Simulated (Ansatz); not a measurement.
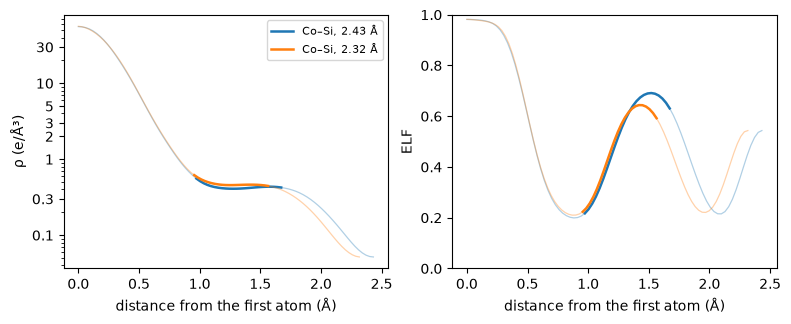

Figure. CoSi (slab). Valence charge density (pseudo) and ELF along straight lines between neighbouring atoms. Thin, pale parts lie inside the atomic spheres.

Not relaxed (largest force 1.3 eV/Å); computed without spin polarisation.

All numbers below come from DFT PBE, scalar-relativistic, plane waves, PAW (Ansatz 0.2.0).

The density is the valence pseudo-density of a PAW calculation; it isn't the true density close to the nuclei.

Q: What can be read from the curves?

A: Co–Si (2.43 Å): ρ is about 0.41 e/Å³ halfway; the ELF peaks at about 0.70 in the valence shell of Si, 0.9 Å from its nucleus, and is about 0.50 at the midpoint.
Co–Si (2.32 Å): ρ at the midpoint is about 0.47 e/Å³; the ELF peaks at about 0.65 in the valence shell of Si, 0.9 Å from its nucleus, and is about 0.45 at the midpoint.
